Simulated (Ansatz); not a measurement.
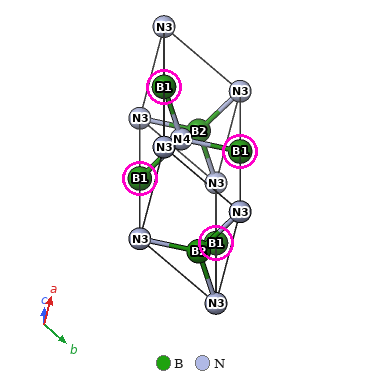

Four computed energy maps of cells of BN. The picture above is the structure of the first map.

Map 1

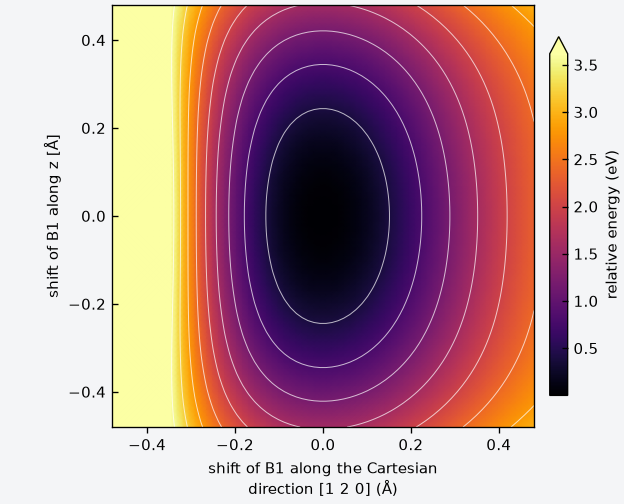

BN (P-6m2, No. 187; 4 atoms in the cell). One atom moved over a plane, all else fixed (x along [1 0 0], y along [1 2 0], z along [0 0 1] of the conventional cell). First axis: shift of B1 along the Cartesian direction [1 2 0]. Second axis: shift of B1 along z. Nothing is relaxed (all other atoms fixed). The grid has 11 × 11 points; 66 points were computed and 55 follow by symmetry. Points are written as (first, second). Energies are in eV per cell, from the lowest grid point. The band gap closes in part of the range. Theory: DFT PBE+D3(BJ), scalar-relativistic, plane waves, PAW in Ansatz. Settings: cutoff 420 eV, k-mesh 12×12×4 in the order of the run's cell vectors, gaussian smearing 0.05 eV, no spin polarisation.

The picture shows a smooth colour map with a few white contour lines, one colour for all values above the top of the scale. Between grid points the surface is interpolated.

Map 2

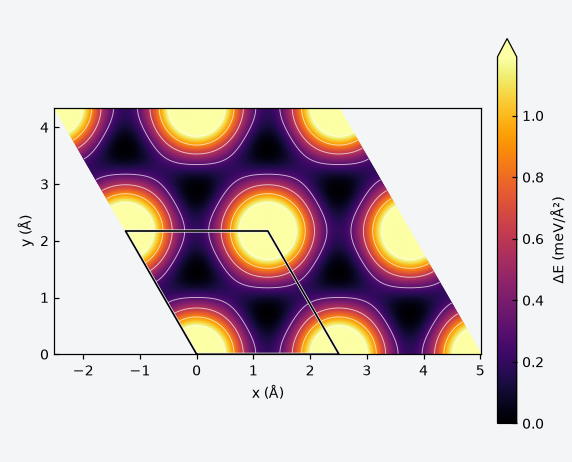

A bilayer of two BN sheets (4 atoms in the cell). The upper layer of a bilayer is slid over the lower one; relaxed at each slide: nothing; the origin of the map has B3 above B1; the distance between the facing planes is held at 3.73 Å. Places are given modulo a cell vector. The map is drawn in real space over the plane of the slide. Grid: 6 × 6 points; 7 points were computed and 29 follow by symmetry. Energies are in meV/Å², from the lowest grid point. At a held distance the lowest stacking need not be the one that binds best once the distance relaxes. Computed with DFT PBE+D3(BJ), scalar-relativistic, plane waves, PAW (Ansatz 0.2.0). Settings: cutoff 420 eV, k-mesh 12×12×1, gaussian smearing 0.05 eV, no spin polarisation.

The picture shows a smooth colour map with a few white contour lines, the outline of one cell of the 2 × 2 shown, one colour for all values above the top of the scale. Between grid points the surface is interpolated.

Map 3

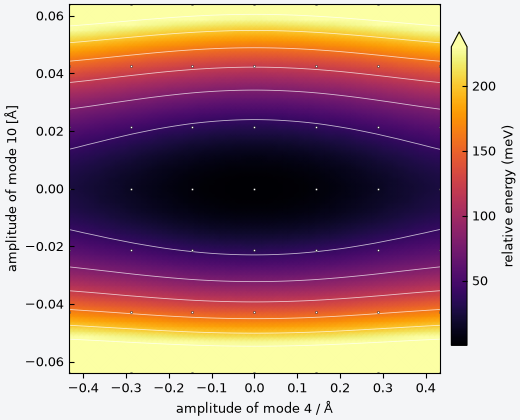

BN (P-6m2, No. 187; 4 atoms in the cell). The energy is mapped over two normal modes frozen in (zone-centre modes of the 4-atom cell of this scan). The first coordinate is: amplitude of mode 4 (47 cm⁻¹), largest displacement; the second: amplitude of mode 10 (1355 cm⁻¹), largest displacement. Nothing is relaxed (the cell and all other modes fixed). The grid has 7 × 7 points; 28 points were computed and 21 follow by symmetry. Points are written as (first, second). Energies are in meV per cell, from the lowest grid point. These are results of DFT PBE+D3(BJ), scalar-relativistic, plane waves, PAW in Ansatz 0.2.0, not measurements. Settings: cutoff 520 eV, k-mesh 12×12×4 in the order of the run's cell vectors, methfessel-paxton smearing 0.05 eV, no spin polarisation.

Drawn: a smooth colour map with a few white contour lines, dots at the grid points, one colour for all values above the top of the scale. Between grid points the surface is interpolated.

Map 4

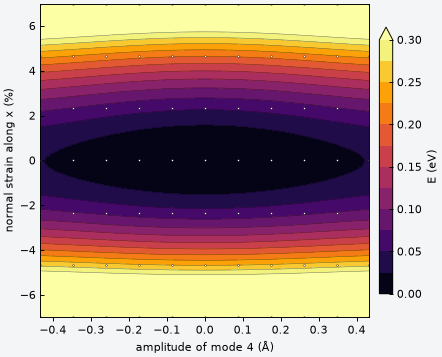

BN (P-6m2, No. 187; 4 atoms in the cell). 
- The energy is mapped over a normal mode and a strain (zone-centre modes of the 4-atom cell of this scan) (x along [1 0 0], y along [1 2 0], z along [0 0 1] of the conventional cell).
- First axis: amplitude of mode 4 (47 cm⁻¹), largest displacement in the unstrained cell. Second axis: normal strain along x.
- Nothing is relaxed (the pattern is fixed in fractional coordinates).
- The grid has 11 × 7 points; 42 points were computed and 35 follow by symmetry.
- Points are written as (first, second).
- Energies are in eV per cell, from the lowest grid point.
- The calculation used Ansatz 0.2.0, DFT PBE+D3(BJ), scalar-relativistic, plane waves, PAW. Settings: cutoff 520 eV, k-mesh 12×12×4 in the order of the run's cell vectors, methfessel-paxton smearing 0.05 eV, no spin polarisation.

Drawn: filled contours, dots at the grid points, one colour for all values above the top of the scale. Between grid points the surface is interpolated.

### Summarise the maps one by one.

Map 1: The lowest grid point is at (0.000 Å, 0.000 Å). It is the only kind of minimum in the scanned range. The highest grid point, (−0.480 Å, 0.000 Å), lies 9.48 eV above the lowest. Near the minimum the curvatures are about 13 and 41 eV/Å² along the soft and the stiff direction.
Map 2: The lowest grid point is at (2/6, 4/6) of the cell vectors; the map holds 2 wells of about this depth. The highest grid point, (0/6, 0/6) of the cell vectors, lies 1.73 meV/Å² above the lowest. On the interpolated surface the easiest way out of the lowest well to a well of about the same depth near (4/6, 2/6) of the cell vectors passes a barrier of about 0.19 meV/Å². Facing atoms of the upper layer at the lowest point: B above a hollow, N above B; at the highest: B above B, N above N.
Map 3: The lowest grid point is at (0.000 Å, 0.000 Å). No other kind of well shows on this grid. The highest grid point, (−0.434 Å, −0.064 Å), lies 353 meV above the lowest. The gap on the k-mesh is 4.4 eV at the lowest point and runs from 3.1 to 4.4 eV over the map.
Map 4: The lowest grid point is at (0.000 Å, 0.00 %). The highest grid point, (−0.434 Å, −7.00 %), lies 0.608 eV above the lowest. The gap on the k-mesh is 4.4 eV at the lowest point and runs from 3.1 to 4.4 eV over the map.

### Maps 1, 3, 4 start from a relaxed reference structure. Do they show a way to lower its energy?

No. In each of them the reference is the lowest point, within the accuracy of the grid, so it is stable against the distortions scanned (other distortions weren't tried).
